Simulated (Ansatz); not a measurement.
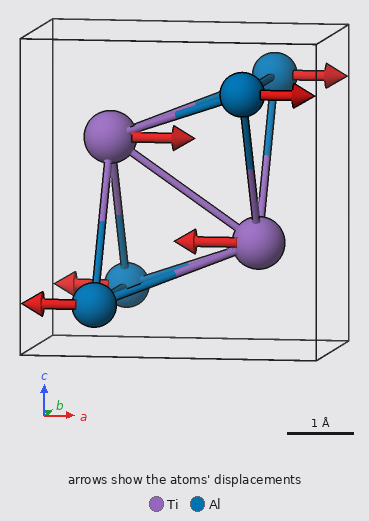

One vibrational mode of a crystal of TiAl at the zone centre. The red arrows are the displacements of the atoms (eigenvector over the root of the mass), of arbitrary overall length and sign. The picture is a ball-and-stick view of the cell of the calculation, seen slightly off an axis.

These are results of DFT PBE, scalar-relativistic, plane waves, PAW in Ansatz 0.2.0, not measurements. Settings: plane-wave cutoff 420 eV; k-point mesh 10 × 16 × 10; occupations fermi dirac; smearing width 0.15 eV; no spin polarisation.

The frequencies depend somewhat on the k-mesh and the smearing.

What mode is this, and where does it lie in the spectrum?

Answer. This is the B₂g mode at 173 cm⁻¹, optical level 3 of 9, counted from below, Raman-active by symmetry. All motion is along a; atoms of one kind move against one another, with no net shift of any sublattice; the kinetic energy is shared as Ti 70 %, Al 30 %.
